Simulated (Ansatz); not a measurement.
# SnO$_{2}$: a changed input and its effect

System: SnO$_{2}$ (Pm, 6 atoms in the cell).
Method of run A: DFT PBE, scalar-relativistic, plane waves, PAW, no spin polarisation (Ansatz 0.2.0).

The structure derives from an entry of the Crystallography Open Database. Text and figures count atoms from 1; the logs count them from 0 in places.

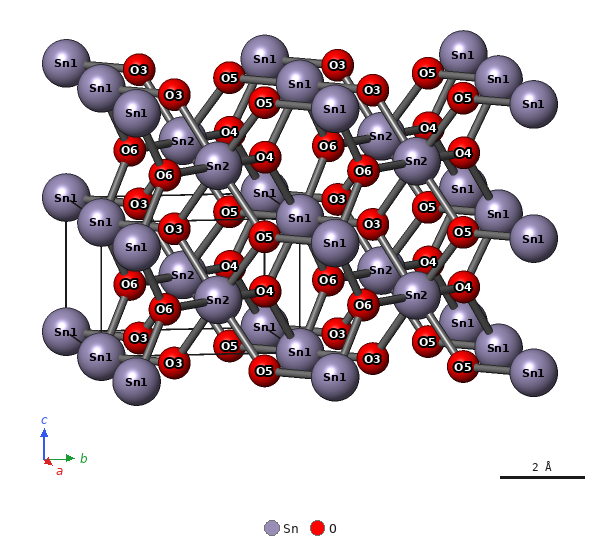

The structure (ball-and-stick view of the cell of the calculation, repeated 2 × 2 × 2, seen slightly off an axis; atoms are numbered from 1 in the order of the input). An atom can appear more than once, as a periodic image.

Input, run A:
```yaml
crystal:
  lattice:
    - [4.8277049961, 0.0, 0.0]
    - [0.0, 4.8277049961, 0.0]
    - [0.0, 0.0, 3.2379909406]
  atoms:
    - { symbol: Sn, position: [-0.0025583784, 0.0020458987, 0.0] }
    - { symbol: Sn, position: [0.4983671993, 0.5005535698, 0.5] }
    - { symbol: O, position: [0.3066050863, 0.3143181193, 0.0] }
    - { symbol: O, position: [0.20894385, 0.7892482347, 0.5] }
    - { symbol: O, position: [0.6933949137, 0.7011079467, 0.0] }
    - { symbol: O, position: [0.8221540226, 0.1760380621, 0.5] }
basis:
  ecutwfc: 420
kpoints:
  mp_grid: { grid: [6, 6, 8] }
hamiltonian:
  xc: pbe
scf:
  occupations: { method: gaussian, width: 0.05 }
output:
  forces: true
  stress: true
  eigenvalues: true
```

Command:
```bash
ansatz run input.yaml --threads 2 --pin off --max-ram 5120MiB --backend cpu --events-out ev --progress --plain --runs-dir out
```

Hardware: 2 threads of AMD EPYC (Zen 3), 189 GiB of memory available, shared host.

Output, shortened to warnings, some set-up lines, iterations and results (run A):
```
Basis set: ecut = 420 eV, 1495 PW (Γ), exchange–correlation on 72×72×48 points (8 copies of the dense FFT grid, shifted against one another)
Symmetry: 2 space group operations
k-points: 100 of 288 (time reversal used)
Initial density: superposition of atomic densities (neutral atoms: chi_scale 0, normalization atom), corrected by the library's trained network
[...]
SCF iter   1: F=—  HF=-14317.693852 eV  |F-HF|=—  |Δ(HF+E_count)|=         —  Δρ=1.39e-3  dr2=6.26e-4  ethr=1.77e-3  ⟨swp⟩=6.1  Hψ=14197  notcnv=0  defer=7
SCF iter   2: F=—  HF=-14317.695966 eV  |F-HF|=—  |Δ(HF+E_count)|=   2.11e-3  Δρ=6.84e-4  dr2=1.35e-4  ethr=1.20e-6  ⟨swp⟩=2.2  Hψ=6543  notcnv=0  defer=18
SCF iter   3: F=—  HF=-14317.696229 eV  |F-HF|=—  |Δ(HF+E_count)|=   2.63e-4  Δρ=3.09e-4  dr2=4.11e-5  ethr=2.59e-7  ⟨swp⟩=2.2  Hψ=4418  notcnv=0
SCF iter   4: F=—  HF=-14317.696273 eV  |F-HF|=—  |Δ(HF+E_count)|=   4.43e-5  Δρ=7.83e-5  dr2=4.31e-6  ethr=7.91e-8  ⟨swp⟩=2.0  Hψ=4223  notcnv=0
SCF iter   5: F=—  HF=-14317.696274 eV  |F-HF|=—  |Δ(HF+E_count)|=   5.59e-7  Δρ=4.18e-5  dr2=9.26e-7  ethr=8.29e-9  ⟨swp⟩=2.1  Hψ=4442  notcnv=0
SCF iter   6: F=-14317.696274 eV  HF=-14317.696274 eV  |F-HF|=8.53e-8  |Δ(HF+E_count)|=   4.14e-7  Δρ=1.22e-5  dr2=8.20e-8  ethr=1.92e-10  ⟨swp⟩=6.8  Hψ=14899  notcnv=0
SCF 1 converged in 6 iterations: F = -14317.696274 eV  dr2 = 8.20e-8
SCF converged after 6 iterations
Free energy (F): -14317.696274 eV
Harris-Foulkes:  -14317.696274 eV  (|F-HF|=8.53e-8)
Internal energy: -14317.696274 eV  (E = F + TS)
E sigma→0 (E₀):  -14317.696274 eV
Fermi energy:    9.101380 eV
--- Per-component energies (eV) ---
  E_band       = -154.953806
  E_kinetic    = 1078.916283
  E_local      = -2979.243878  (includes V_loc(G=0)·N_el)
  E_nonlocal   = 134.064610
  E_hartree    = 1531.305092
  E_xc         = -1053.442718
  E_vxc        = -561.911207  (∫ρ·V_xc dr)
  E_paw        = -8928.499552  (= ΣΔE_a)
  E_vpaw       = -889.408370  (= ΣTr[D̂ρ^β])
  E_aug_tail   = 0.009822  (compensation charges beyond the density's cutoff)
  E_ewald      = -4100.805933
  E_smearing   = -0.000000  (= −TS)
  E_closure    = -0.000000  (closes the sum)
  Σ components = -14317.696274   (vs F -14317.696274, Δ=0.00e0)
--- Forces (eV/Å), atoms counted from 1 ---
  atom   1  Sn     1.61301387    -1.28339488     0.00000000
  atom   2  Sn     1.13973667    -0.45943614     0.00000000
  atom   3  O     -0.01958627    -0.69272295     0.00000000
  atom   4  O     -1.54589847     1.68423057     0.00000000
  atom   5  O      0.01730589    -0.62360014     0.00000000
  atom   6  O     -1.20452945     1.37488714     0.00000000
  max |Σ_I F_I| component: 4.22e-5 eV/Å
--- Stress (GPa, compression-positive) ---
        1.873349      -1.517552       0.000000
       -1.517552       1.858726       0.000000
        0.000000       0.000000       2.418137
  P = ⅓ Tr σ = 2.0501 GPa (20.501 kbar)
```

For run B the input was changed thus:
```diff
+  ecutrho_ratio: 4
+  algorithm: density_mixing
```

What does this change do to the results?

The energy doesn't change within 0.01 meV per atom. The number of SCF iterations is the same.

Output, shortened to warnings, some set-up lines, iterations and results (run B):
```
Basis set: ecut = 420 eV, 1495 PW (Γ), exchange–correlation on 72×72×48 points (8 copies of the dense FFT grid, shifted against one another)
Symmetry: 2 space group operations
k-points: 100 of 288 (time reversal used)
Initial density: superposition of atomic densities (neutral atoms: chi_scale 0, normalization atom), corrected by the library's trained network
[...]
SCF iter   1: F=—  HF=-14317.693852 eV  |F-HF|=—  |Δ(HF+E_count)|=         —  Δρ=1.39e-3  dr2=6.26e-4  ethr=1.77e-3  ⟨swp⟩=6.1  Hψ=14197  notcnv=0  defer=7
SCF iter   2: F=—  HF=-14317.695966 eV  |F-HF|=—  |Δ(HF+E_count)|=   2.11e-3  Δρ=6.84e-4  dr2=1.35e-4  ethr=1.20e-6  ⟨swp⟩=2.2  Hψ=6543  notcnv=0  defer=18
SCF iter   3: F=—  HF=-14317.696229 eV  |F-HF|=—  |Δ(HF+E_count)|=   2.63e-4  Δρ=3.09e-4  dr2=4.11e-5  ethr=2.59e-7  ⟨swp⟩=2.2  Hψ=4418  notcnv=0
SCF iter   4: F=—  HF=-14317.696273 eV  |F-HF|=—  |Δ(HF+E_count)|=   4.43e-5  Δρ=7.83e-5  dr2=4.31e-6  ethr=7.91e-8  ⟨swp⟩=2.0  Hψ=4223  notcnv=0
SCF iter   5: F=—  HF=-14317.696274 eV  |F-HF|=—  |Δ(HF+E_count)|=   5.59e-7  Δρ=4.18e-5  dr2=9.26e-7  ethr=8.29e-9  ⟨swp⟩=2.1  Hψ=4442  notcnv=0
SCF iter   6: F=-14317.696274 eV  HF=-14317.696274 eV  |F-HF|=8.53e-8  |Δ(HF+E_count)|=   4.14e-7  Δρ=1.22e-5  dr2=8.20e-8  ethr=1.92e-10  ⟨swp⟩=6.8  Hψ=14899  notcnv=0
SCF 1 converged in 6 iterations: F = -14317.696274 eV  dr2 = 8.20e-8
SCF converged after 6 iterations
Free energy (F): -14317.696274 eV
Harris-Foulkes:  -14317.696274 eV  (|F-HF|=8.53e-8)
Internal energy: -14317.696274 eV  (E = F + TS)
E sigma→0 (E₀):  -14317.696274 eV
Fermi energy:    9.101380 eV
--- Per-component energies (eV) ---
  E_band       = -154.953806
  E_kinetic    = 1078.916283
  E_local      = -2979.243878  (includes V_loc(G=0)·N_el)
  E_nonlocal   = 134.064610
  E_hartree    = 1531.305092
  E_xc         = -1053.442718
  E_vxc        = -561.911207  (∫ρ·V_xc dr)
  E_paw        = -8928.499552  (= ΣΔE_a)
  E_vpaw       = -889.408370  (= ΣTr[D̂ρ^β])
  E_aug_tail   = 0.009822  (compensation charges beyond the density's cutoff)
  E_ewald      = -4100.805933
  E_smearing   = -0.000000  (= −TS)
  E_closure    = -0.000000  (closes the sum)
  Σ components = -14317.696274   (vs F -14317.696274, Δ=0.00e0)
--- Forces (eV/Å), atoms counted from 1 ---
  atom   1  Sn     1.61301387    -1.28339488     0.00000000
  atom   2  Sn     1.13973667    -0.45943614     0.00000000
  atom   3  O     -0.01958627    -0.69272295     0.00000000
  atom   4  O     -1.54589847     1.68423057     0.00000000
  atom   5  O      0.01730589    -0.62360014     0.00000000
  atom   6  O     -1.20452945     1.37488714     0.00000000
  max |Σ_I F_I| component: 4.22e-5 eV/Å
--- Stress (GPa, compression-positive) ---
        1.873349      -1.517552       0.000000
       -1.517552       1.858726       0.000000
        0.000000       0.000000       2.418137
  P = ⅓ Tr σ = 2.0501 GPa (20.501 kbar)
```

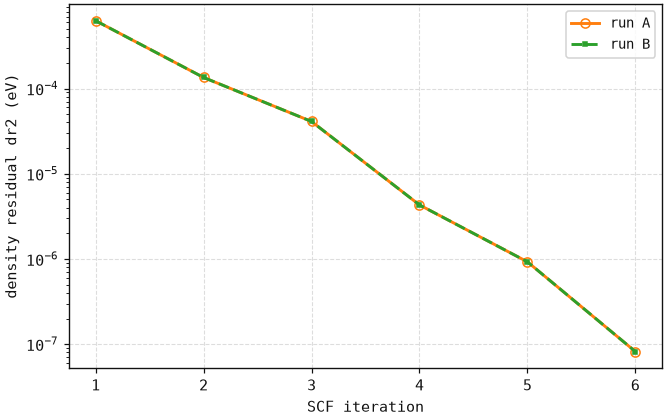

Convergence of the two runs: density residual dr2 against the SCF iteration. Run A takes 6 iterations in all, and run B takes 6.

The two runs side by side:

| quantity | run A | run B |
| --- | --- | --- |
| outcome | converged | converged |
| free energy per atom (eV) | −2386.2827 | −2386.2827 |
| gap on the mesh (eV) | 0.67 | 0.67 |
| pressure (GPa) | 2.05 | 2.05 |
| largest force (eV/Å) | 2.286 | 2.286 |
| SCF iterations | 6 | 6 |
| irreducible k-points | 100 | 100 |
| plane waves at Γ | 1495 | 1495 |
| wall time (shared host) | 20 s | 22 s |
